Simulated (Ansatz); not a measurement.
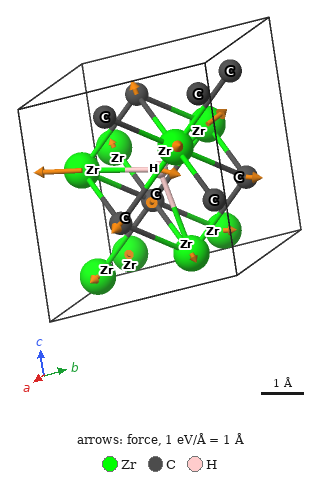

Starting geometry of a defect cell of composition Zr$_{8}$HC$_{8}$ with the computed forces as orange arrows. The picture is a ball-and-stick view of the cell of the calculation, reduced to other axes (origin shifted), seen slightly off an axis. Lengths and directions refer to the drawn axes.

Case: H interstitial, charge +0, atoms relaxed.

Theory: Ansatz 0.2.0, DFT PBE, scalar-relativistic, plane waves, PAW. (plane-wave cutoff 420 eV; k-point mesh 4 × 4 × 4; occupations gaussian; smearing width 0.1 eV; no spin polarisation; atoms relaxed in a fixed cell; force threshold 0.02 eV/Å; at most 60 steps)

### Is this structure relaxed? If not, where do the atoms go?

It isn't relaxed: the largest force vector, on a Zr atom, is 1.19 eV/Å. The final displacements follow the starting forces only in part (cosine between the two patterns 0.59). The largest move is that of the H atom, 0.16 Å along [1 3 −3]. Largest moves by element: H 0.16 Å, C 0.04 Å, Zr 0.03 Å. The cell doesn't change. Near-neighbour distances that change, for instance: H–Zr 1.913 → 2.056 Å, H–Zr 2.166 → 2.057 Å, H–Zr 1.999 → 2.056 Å, H–Zr 2.095 → 2.057 Å. Among the angles between lasting bonds that change: Zr–H–Zr 116.6° → 109.5°, Zr–H–Zr 102.8° → 109.4°, Zr–H–Zr 106.1° → 109.5°. After 3 accepted moves (4 points after the start) the energy has fallen by 97.2 meV per cell of the calculation. Largest force component: 0.76 eV/Å at the start, 0.0025 eV/Å at the end. The line search rejected the trial step at point 1 of the run.

Limits of the set-up: the periodic images lie only 6.7 Å apart, so the values are limited by the cell's size.
